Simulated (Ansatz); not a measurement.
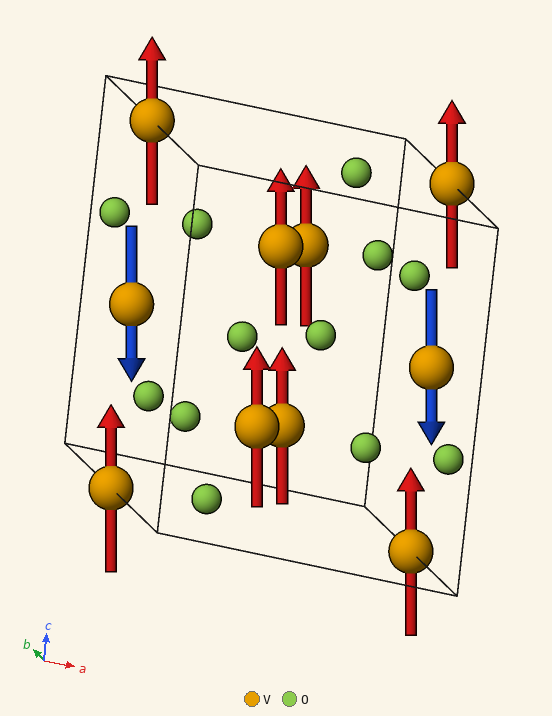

This spheres-only model is shown slightly off an axis. The edges of the simulation cell are marked. Arrows are the site magnetic moments above 0.25 μB (those induced on non-metal atoms are left out); longer means larger, and red and blue are up and down (without spin-orbit coupling the axis itself is arbitrary).

This is the state reached for V3O5. Run with DFT PBEsol, scalar-relativistic, plane waves, PAW in Ansatz 0.2.0 and these settings: E_cut = 420 eV, k-point mesh 8×8×6, Gaussian smearing of 0.1 eV, collinear spins.

Question: What is the magnetic arrangement?

Answer: Ferrimagnetic (within this cell). Site moments: 5 V +0.9 to +1.2 μB and 1 V −0.9 μB. The net spin moment of the whole cell is 5.5 μB, including what lies between the atoms and on sites without an arrow.

Provenance: a structure listed in the Materials Project. Earlier steps of the study, as a rule a relaxation of our own, may have changed the cell and positions, so they can lie some per cent off the listed ones. Ansatz was used for an electronic-structure calculation on it.
